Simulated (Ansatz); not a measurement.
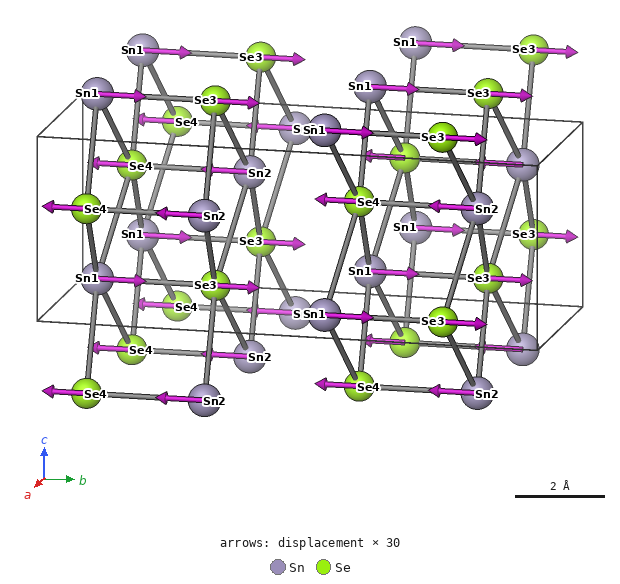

This is a relaxation of solid SnSe (set up in Cmcm). The starting structure is drawn; purple arrows show the displacements (the part carried along by the change of the cell is left out), magnified 30 times.

The picture is a ball-and-stick view of the conventional cell (2 times the calculation's cell), seen slightly off an axis. Lengths and directions refer to the drawn axes.

These are results of Ansatz, DFT PBEsol, scalar-relativistic, plane waves, PAW, not measurements. Settings: plane-wave cutoff 420 eV; k-point mesh 8 × 8 × 6; occupations gaussian; smearing width 0.02 eV; no spin polarisation; cell and atoms relaxed; force threshold 0.005 eV/Å; at most 80 steps.

Q: What happened in the run?

A: The energy falls by 85.7 meV per cell of the calculation in 4 accepted moves (5 points after the start). The largest force component goes from 0.34 to 0.0038 eV/Å. Pressure: −3.34 GPa at the start and −0.02 GPa at the end. The SCF was repeated once at an unchanged geometry on a basis and grid sized afresh for the cell, which shifted the energy by 1.1 meV per cell of the calculation at most. The largest moves relative to the cell, 0.039 Å, are those of Sn1 and Sn2. Sn1 goes along +b. Largest moves by element: Sn 0.039 Å, Se 0.035 Å. The volume changes by −6.1 %, with a 4.310 → 4.212 Å (−2.3 %), b 11.705 → 11.543 Å (−1.4 %), c 4.318 → 4.206 Å (−2.6 %). Some distances before and after: Sn1–Se4 3.063 → 2.983 Å, Sn1–Se3 2.762 → 2.720 Å. Bond angles that change, for instance: Se4–Sn1–Se4 169.5° → 172.2°, Sn1–Se4–Sn1 169.5° → 172.2°. The space group stays Cmcm (No. 63).
